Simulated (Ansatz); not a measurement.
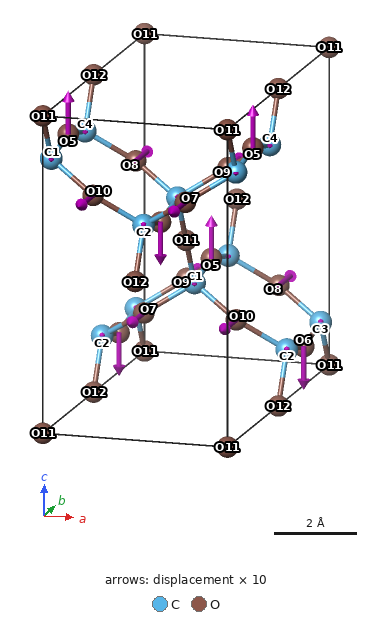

A relaxation of crystalline CO$_{2}$ (a generated structure, set up in Imma) (coarse preliminary run). The starting structure is drawn; purple arrows show the displacements (the part carried along by the change of the cell is left out), magnified 10 times.

A ball-and-stick model of the conventional cell (2 times the calculation's cell), seen slightly off an axis. Lengths and directions refer to the drawn axes.

Case: Si → C on all its sites, cell and atoms relaxed.

Computed with Ansatz 0.2.0, DFT LDA, scalar-relativistic, plane waves, PAW.

Input
```yaml
crystal:
  lattice:
    - [-2.3821531367, 4.3158941023, 4.0415393733]
    - [2.3821531367, -4.3158941023, 4.0415393733]
    - [2.3821531367, 4.3158941023, -4.0415393733]
  atoms:
    - { symbol: C, position: [0.9275554307, 0.8441015156, 0.0834539151] }
    - { symbol: C, position: [0.7393523996, 0.1558984844, 0.5834539151] }
    - { symbol: C, position: [0.0724445693, 0.1558984844, 0.9165460849] }
    - { symbol: C, position: [0.2606476004, 0.8441015156, 0.4165460849] }
    - { symbol: O, position: [0.1278353151, 0.8778353151, 0.25] }
    - { symbol: O, position: [0.8721646849, 0.1221646849, 0.75] }
    - { symbol: O, position: [0.7902924887, 0.5, 0.7902924887] }
    - { symbol: O, position: [0.2097075113, 0.0, 0.7097075113] }
    - { symbol: O, position: [0.2097075113, 0.5, 0.2097075113] }
    - { symbol: O, position: [0.7902924887, 0.0, 0.2902924887] }
    - { symbol: O, position: [0.0, 0.0, 0.0] }
    - { symbol: O, position: [0.5, 0.0, 0.5] }
basis:
  ecutwfc: 420
kpoints:
  mp_grid: { grid: [6, 6, 6] }
hamiltonian:
  xc: lda
scf:
  occupations: { method: gaussian, width: 0.1 }
output:
  forces: true
  stress: true
  eigenvalues: true
relax:
  adjacent_minimum: "off"
  f_tol: 0.05
  max_steps: 60
  cell: { stress_tol: 0.5 }
```

Command:
```bash
ansatz run input.yaml --threads 2 --pin off --max-ram 5120MiB --backend cpu --events-out ev --progress --plain --runs-dir out
```

Which element moves most?

Oxygen: up to 0.12 Å, against 0.01 Å for carbon.

Describe the change and its energy.

Over 6 accepted moves (8 points after the start) the energy falls by 374 meV per atom. Largest force component: 2.3 eV/Å at the start, 0.025 eV/Å at the end. Pressure: −29.25 GPa at the start and −0.07 GPa at the end. The SCF was repeated twice at an unchanged geometry on a basis and grid sized afresh for the cell, which shifted the energy by 7.0 meV per atom at most. The largest moves relative to the cell, 0.12 Å, are those of O7, O8, O9 and O10. O10 goes along −b. By element the largest moves are O 0.12 Å, C 0.01 Å. Cell: a 4.764 → 4.375 Å (−8.2 %), b 8.632 → 7.936 Å (−8.1 %), c 8.083 → 7.459 Å (−7.7 %). Volume −22.1 %. Near-neighbour distances that change, for instance: C1–O11 1.452 → 1.346 Å, C1–O5 1.463 → 1.374 Å, C1–O10 1.462 → 1.376 Å. Among the angles between lasting bonds that change: C1–O7–C2 150.5° → 140.5°, C1–O5–C4 158.5° → 148.6°, O5–C4–O8 110.3° → 117.5°. The space group stays Imma (No. 74). Cost: 59 s on 2 threads of Oxide Virtual Turin-like Processor (Zen 5) (shared host), peak memory 0.6 GiB.
